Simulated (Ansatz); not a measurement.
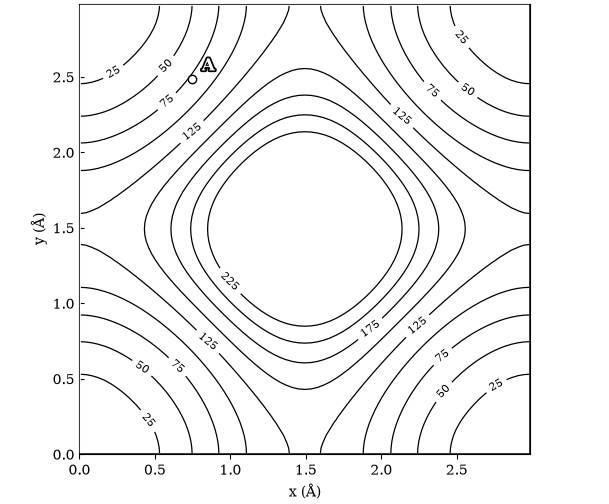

Ta (Fm-3m, No. 225; 4 atoms in the cell). Gamma surface: rigid slide across a plane, one fault a cell; the plane is (0 0 1) of the conventional cell. Places are given modulo a cell vector. The map is drawn in real space over the plane of the slide. Nothing is relaxed (rigid halves, spacing across the cut fixed). The scan uses a 12 × 12 grid; 28 points were computed and 116 follow by symmetry. Energies: meV/Å², counted from the lowest grid point. Level of theory: DFT PBE, scalar-relativistic, plane waves, PAW in Ansatz 0.2.0. Settings: cutoff 420 eV, k-mesh 15×15×5 in the order of the run's cell vectors, gaussian smearing 0.15 eV, no spin polarisation.

In the figure: contour lines labelled in meV/Å² (none above 225), the outline of one cell of the plane, the point A. Between grid points the surface is interpolated.

Question: Which way does the force act at A, and how strong is it?

Answer: A, at (3/12, 10/12) of the cell vectors, is not a stationary point. The computed force is 1.5 eV/Å in the plane, pointing up and left in the picture (components −1.2 and 0.9 eV/Å, for the cell of 8.92 Å², or 165 meV/Å² for each Å).

PAW datasets: the set soft_1.
